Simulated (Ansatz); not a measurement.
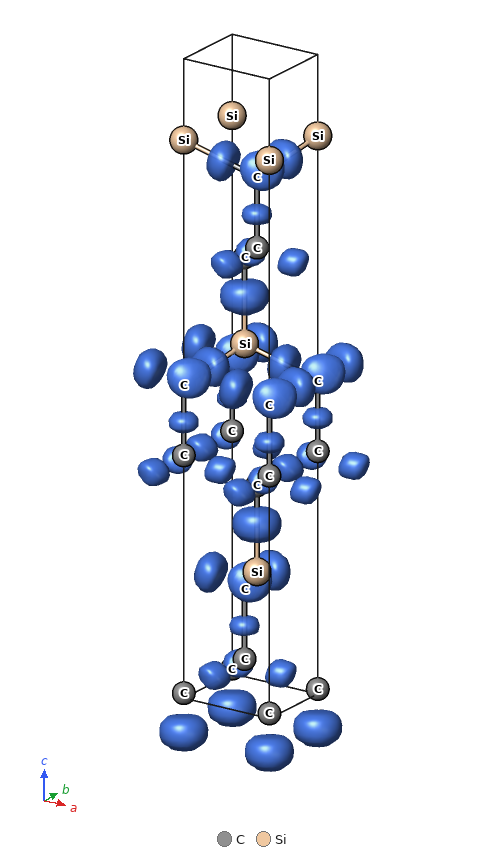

*SiC₃. Isosurface of the ELF at 0.85 (blue), seen slightly off an axis. Core shells and regions of very low density are left out. Sticks mark near contacts.*

Space group R3m; started from the ordered alloy on diamond lattice prototype, which need not be the ambient phase; changed on purpose from its base cell (biaxial xy strain +3.0%); computed pressure about −10 GPa in this cell.

Computed with DFT, PBE, plane waves, PAW in Ansatz.

In a PAW calculation such maps are meaningful between the atoms, not at the nuclei.

```
CELL_PARAMETERS angstrom
2.91693 0.00000 0.00000
-1.45846 2.52613 0.00000
0.00000 0.00000 14.01022
ATOMIC_POSITIONS crystal
C 0.00000 0.00000 0.00777
C 0.66667 0.33333 0.34110
C 0.33333 0.66667 0.67444
C 0.33333 0.66667 0.15653
C 0.00000 0.00000 0.48986
C 0.66667 0.33333 0.82319
C 0.33333 0.66667 0.04623
C 0.00000 0.00000 0.37956
C 0.66667 0.33333 0.71290
Si 0.66667 0.33333 0.20614
Si 0.33333 0.66667 0.53948
Si 0.00000 0.00000 0.87281
```

Where are the electrons localised?

Answer. The surface consists of three regions between bonded C–C atoms (shared pairs), twelve regions between bonded C–Si atoms (shared pairs) and nine regions wrapped around C (the valence shell of each), counted in one cell of 12 atoms. Regions shared between cells count once.

Values along the shortest contacts:
C–C (1.55 Å): the ELF peaks at about 0.95 between the atoms, as expected for localised, covalent bonding. Si–C (1.82 Å): the ELF peaks at about 0.95 between the atoms (a covalent bond).

Does the calculation give a band gap?

Answer. It is gapped, with a Kohn–Sham gap of 1.8 eV on the k-point mesh, an upper bound to the gap of this method.
